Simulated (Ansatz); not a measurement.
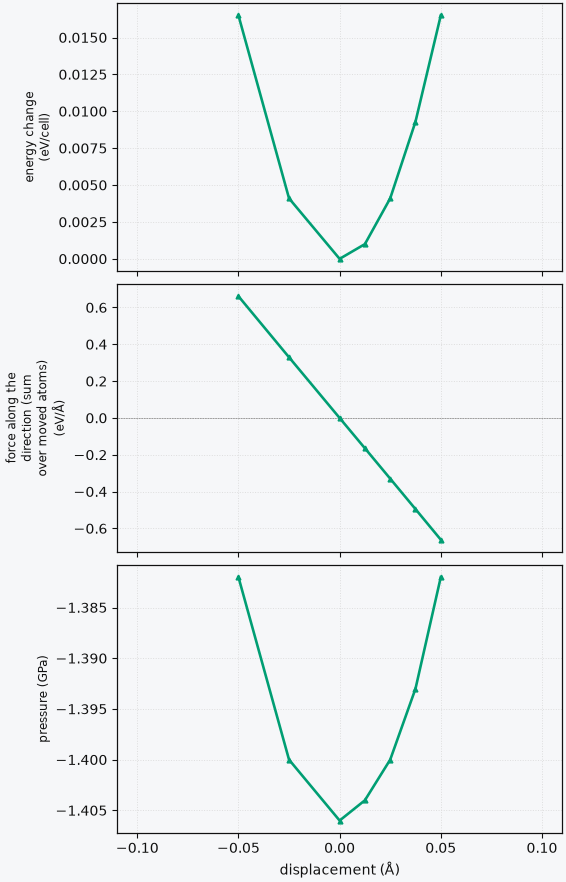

Plotted: energy change, force along the direction (sum over moved atoms) and pressure against displacement for SnSe, space group P4/nmm (No. 129).

The given structure:
```yaml
crystal:
  lattice:
    - [4.28533, 0.00000, 0.00000]
    - [0.00000, 4.28533, 0.00000]
    - [0.00000, 0.00000, 10.99069]
  atoms:
    - { symbol: Sn, position: [0.50000, 0.00000, 0.37223] }
    - { symbol: Sn, position: [0.00000, 0.50000, 0.62777] }
    - { symbol: Se, position: [0.50000, 0.00000, 0.61604] }
    - { symbol: Se, position: [0.00000, 0.50000, 0.38396] }
```

Method: all atoms of one element of a crystal moved along a line, all else fixed, by plane-wave density functional theory with PAW datasets, free energies less that of the undisturbed cell, pressure positive in compression; scalar-relativistic (Ansatz 0.2.0). Level: LDA, no spin polarisation.

- wave cutoff: 420 eV
- k mesh: 6×6×4
- occupations: Gaussian
- smearing width: 0.05 eV
- k shift: (0, 0, 0) (mesh steps)
- start: as given
- moved element: Se
- direction: (0, 0, −1) (Cartesian unit vector)

The points at displacement −0.075, −0.025, 0.05 and 0.1 follow from computed ones by symmetry.

The points at displacement −0.1000 Å, −0.0750 Å, 0.0625 Å, 0.0750 Å, 0.0875 Å and 0.1000 Å are left out of the plot. What values does the calculation give there?

```json
{"displacement (Å)": "-0.1000", "energy change (eV/cell)": "0.0664", "force along the direction (sum over moved atoms) (eV/Å)": "1.34", "pressure (GPa)": "-1.310"}
{"displacement (Å)": "-0.0750", "energy change (eV/cell)": "0.0372", "force along the direction (sum over moved atoms) (eV/Å)": "1.00", "pressure (GPa)": "-1.352"}
{"displacement (Å)": "0.0625", "energy change (eV/cell)": "0.0258", "force along the direction (sum over moved atoms) (eV/Å)": "-0.83", "pressure (GPa)": "-1.369"}
{"displacement (Å)": "0.0750", "energy change (eV/cell)": "0.0372", "force along the direction (sum over moved atoms) (eV/Å)": "-1.00", "pressure (GPa)": "-1.352"}
{"displacement (Å)": "0.0875", "energy change (eV/cell)": "0.0507", "force along the direction (sum over moved atoms) (eV/Å)": "-1.17", "pressure (GPa)": "-1.333"}
{"displacement (Å)": "0.1000", "energy change (eV/cell)": "0.0664", "force along the direction (sum over moved atoms) (eV/Å)": "-1.34", "pressure (GPa)": "-1.310"}
```

Keep in mind: reference crystal is not relaxed.
